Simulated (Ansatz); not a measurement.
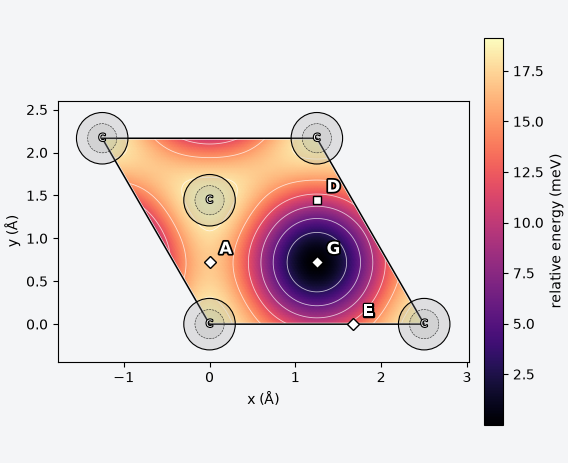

CO on a C(001) slab cut from the P6_3/mmc phase, its upper half relaxed before the scan (40 atoms of substrate and one adsorbate in a 2 × 2 cell). 
- CO (O end down) is moved over the surface cell at a fixed height above a rigid substrate; the origin of the map has the adsorbate above C33; the height is held at 3.00 Å.
- Places are given modulo a cell vector. The map is drawn in real space over the plane of the surface.
- The scan uses a 6 × 6 grid; 10 points were computed and 26 follow by symmetry.
- Places are given in fractions of the 1 × 1 surface cell.
- Energies are in meV, from the lowest grid point.
- At a fixed height the lowest place need not be the adsorption site.
- These are results of DFT PBE+D3(BJ), scalar-relativistic, plane waves, PAW in Ansatz 0.2.0, not measurements. Settings: cutoff 420 eV, k-mesh 6×6×1, gaussian smearing 0.05 eV, no spin polarisation.

In the figure: a smooth colour map with a few white contour lines, labelled circles for the atoms of the top layer and small ones for the second layer, the outline of one cell of the plane, lettered points. Between grid points the surface is interpolated.

### Is G the lowest point of the computed grid?

Yes. G, at a sixfold hollow, (4/6, 2/6) of the cell vectors, has the lowest energy of the grid.

### What kind of point is each of A, D, E, G: minimum, saddle, maximum or slope?

A: saddle point; D: on a slope; E: on a slope; G: minimum. (In these two coordinates alone; a stationary point may lie a little off the grid point.)

### Rank the lettered points by energy, lowest first.

G (0.0 meV), D (10.5 meV), E (12.7 meV), A (16.9 meV).

PAW datasets: the set soft_1.
